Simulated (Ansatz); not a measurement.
## Electronic structure of C in real space

Input file:

```
crystal:
  lattice:
    - [0.0, 7.1356472484, 7.1356472484]
    - [7.1356472484, 0.0, 7.1356472484]
    - [7.1356472484, 7.1356472484, 0.0]
  atoms:
    - { symbol: C, position: [0.1952244072, 0.293242208, 0.8047755928] }
    - { symbol: C, position: [0.293242208, 0.1952244072, 0.706757792] }
    - { symbol: C, position: [0.706757792, 0.8047755928, 0.293242208] }
    - { symbol: C, position: [0.8047755928, 0.706757792, 0.1952244072] }
    - { symbol: C, position: [0.8047755928, 0.1952244072, 0.293242208] }
    - { symbol: C, position: [0.706757792, 0.293242208, 0.1952244072] }
    - { symbol: C, position: [0.293242208, 0.706757792, 0.8047755928] }
    - { symbol: C, position: [0.1952244072, 0.8047755928, 0.706757792] }
    - { symbol: C, position: [0.293242208, 0.8047755928, 0.1952244072] }
    - { symbol: C, position: [0.1952244072, 0.706757792, 0.293242208] }
    - { symbol: C, position: [0.8047755928, 0.293242208, 0.706757792] }
    - { symbol: C, position: [0.706757792, 0.1952244072, 0.8047755928] }
    - { symbol: C, position: [0.1949167279, 0.2300411508, 0.9696468984] }
    - { symbol: C, position: [0.2300411508, 0.1949167279, 0.6053952229] }
    - { symbol: C, position: [0.6053952229, 0.9696468984, 0.2300411508] }
    - { symbol: C, position: [0.9696468984, 0.6053952229, 0.1949167279] }
    - { symbol: C, position: [0.9696468984, 0.1949167279, 0.2300411508] }
    - { symbol: C, position: [0.6053952229, 0.2300411508, 0.1949167279] }
    - { symbol: C, position: [0.2300411508, 0.6053952229, 0.9696468984] }
    - { symbol: C, position: [0.1949167279, 0.9696468984, 0.6053952229] }
    - { symbol: C, position: [0.2300411508, 0.9696468984, 0.1949167279] }
    - { symbol: C, position: [0.1949167279, 0.6053952229, 0.2300411508] }
    - { symbol: C, position: [0.9696468984, 0.2300411508, 0.6053952229] }
    - { symbol: C, position: [0.6053952229, 0.1949167279, 0.9696468984] }
    - { symbol: C, position: [0.8050832721, 0.7699588492, 0.0303531016] }
    - { symbol: C, position: [0.7699588492, 0.8050832721, 0.3946047771] }
    - { symbol: C, position: [0.3946047771, 0.0303531016, 0.7699588492] }
    - { symbol: C, position: [0.0303531016, 0.3946047771, 0.8050832721] }
    - { symbol: C, position: [0.0303531016, 0.8050832721, 0.7699588492] }
    - { symbol: C, position: [0.3946047771, 0.7699588492, 0.8050832721] }
    - { symbol: C, position: [0.7699588492, 0.3946047771, 0.0303531016] }
    - { symbol: C, position: [0.8050832721, 0.0303531016, 0.3946047771] }
    - { symbol: C, position: [0.7699588492, 0.0303531016, 0.8050832721] }
    - { symbol: C, position: [0.8050832721, 0.3946047771, 0.7699588492] }
    - { symbol: C, position: [0.0303531016, 0.7699588492, 0.3946047771] }
    - { symbol: C, position: [0.3946047771, 0.8050832721, 0.0303531016] }
    - { symbol: C, position: [0.0302772931, 0.2926121708, 0.071509436] }
    - { symbol: C, position: [0.2926121708, 0.0302772931, 0.6056011002] }
    - { symbol: C, position: [0.6056011002, 0.071509436, 0.2926121708] }
    - { symbol: C, position: [0.071509436, 0.6056011002, 0.0302772931] }
    - { symbol: C, position: [0.071509436, 0.0302772931, 0.2926121708] }
    - { symbol: C, position: [0.6056011002, 0.2926121708, 0.0302772931] }
    - { symbol: C, position: [0.2926121708, 0.6056011002, 0.071509436] }
    - { symbol: C, position: [0.0302772931, 0.071509436, 0.6056011002] }
    - { symbol: C, position: [0.2926121708, 0.071509436, 0.0302772931] }
    - { symbol: C, position: [0.0302772931, 0.6056011002, 0.2926121708] }
    - { symbol: C, position: [0.071509436, 0.2926121708, 0.6056011002] }
    - { symbol: C, position: [0.6056011002, 0.0302772931, 0.071509436] }
    - { symbol: C, position: [0.9697227069, 0.7073878292, 0.928490564] }
    - { symbol: C, position: [0.7073878292, 0.9697227069, 0.3943988998] }
    - { symbol: C, position: [0.3943988998, 0.928490564, 0.7073878292] }
    - { symbol: C, position: [0.928490564, 0.3943988998, 0.9697227069] }
    - { symbol: C, position: [0.928490564, 0.9697227069, 0.7073878292] }
    - { symbol: C, position: [0.3943988998, 0.7073878292, 0.9697227069] }
    - { symbol: C, position: [0.7073878292, 0.3943988998, 0.928490564] }
    - { symbol: C, position: [0.9697227069, 0.928490564, 0.3943988998] }
    - { symbol: C, position: [0.7073878292, 0.928490564, 0.9697227069] }
    - { symbol: C, position: [0.9697227069, 0.3943988998, 0.7073878292] }
    - { symbol: C, position: [0.928490564, 0.7073878292, 0.3943988998] }
    - { symbol: C, position: [0.3943988998, 0.9697227069, 0.928490564] }
basis:
  ecutwfc: 420
kpoints:
  mp_grid: { grid: [4, 4, 4] }
hamiltonian:
  xc: pbe
  dispersion: d3bj
scf:
  occupations: { method: gaussian, width: 0.02 }
output:
  forces: true
  stress: true
  eigenvalues: true
  write_density: true
  write_potential: true
  elf: true
  volumetric_format: npy
relax:
  adjacent_minimum: "off"
  f_tol: 0.005
  max_steps: 80
  cell: { stress_tol: 0.05 }
```

Launched as:

```sh
ansatz run input.yaml --threads 8 --pin off --max-ram 22528MiB --backend cpu --events-out ev --progress --plain --runs-dir out
```

The fields are those of the run's last geometry, not of the input's.

Space group Fm-3.

Theory: Ansatz, DFT PBE+D3(BJ), scalar-relativistic, plane waves, PAW.

Core electrons are frozen (PAW), and the valence fields are smoothed inside the atomic spheres.

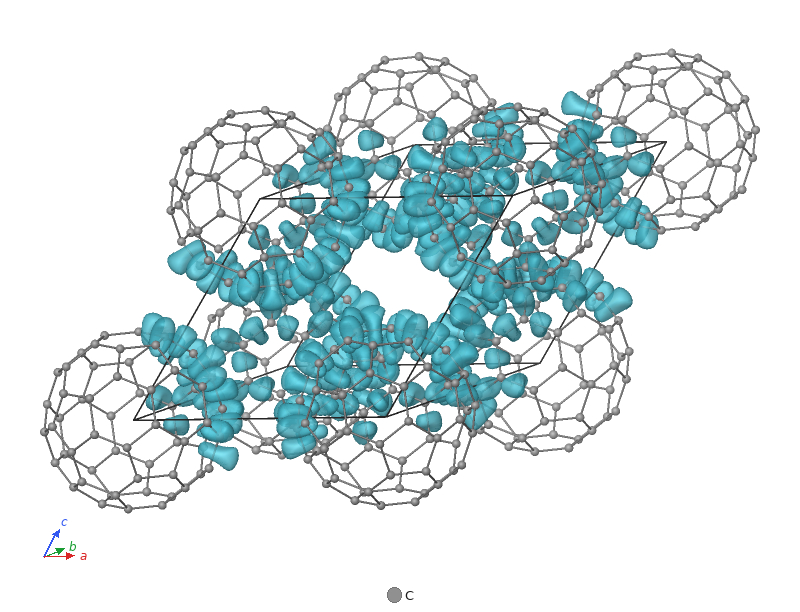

Figure 1. Isosurface of the ELF at 0.75 (cyan), seen at an oblique angle. Core shells and regions of very low density are left out. Sticks mark near contacts.

Question: Where are the electrons localised?

Answer: At this value the surface marks out 90 regions between bonded C–C atoms (shared pairs), counted in one cell of 60 atoms. Regions shared between cells count once. Along the contacts the grid gives the following. C–C (1.40 Å): the ELF peaks at about 0.95 between the atoms, as expected for a covalent bond. C–C (1.45 Å): the ELF peaks at about 0.95 between the atoms: a covalent bond.

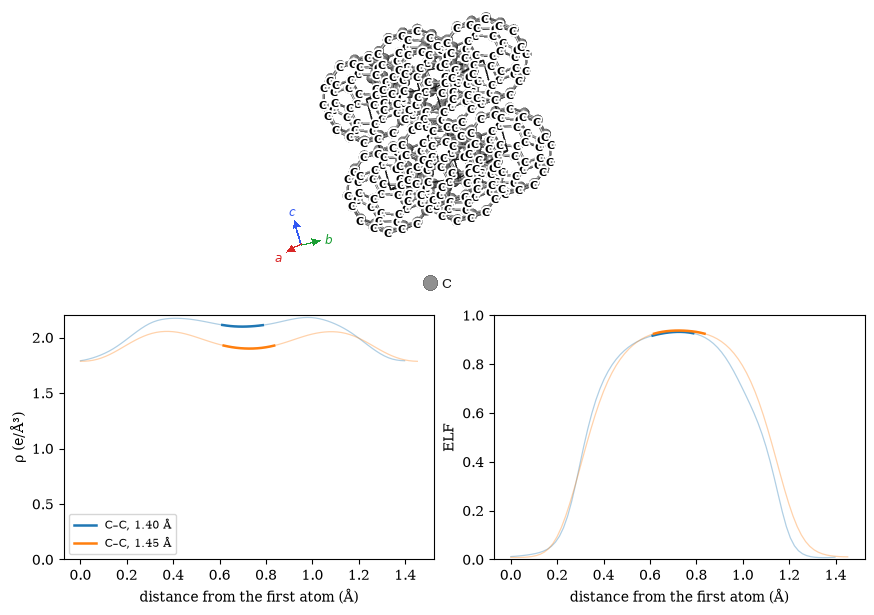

Figure 2. Valence electron density and electron localisation function along straight lines between neighbouring atoms. Thin, pale parts lie inside the atomic spheres. The structure is drawn too.

Question: What kind of bonding do the profiles show?

Answer: C–C (1.40 Å): ρ at the midpoint is about 2.1 e/Å³; the ELF peaks at about 0.95 between the atoms, as expected for localised, covalent bonding.
C–C (1.45 Å): the density is about 1.9 e/Å³ at the midpoint; the ELF peaks at about 0.95 between the atoms, as expected for a covalent bond.

Question: Does the calculation give a band gap?

Answer: It is gapped, with a Kohn–Sham gap of 1.1 eV on the k-point mesh (the band edges may lie off the mesh, which would make the gap smaller).
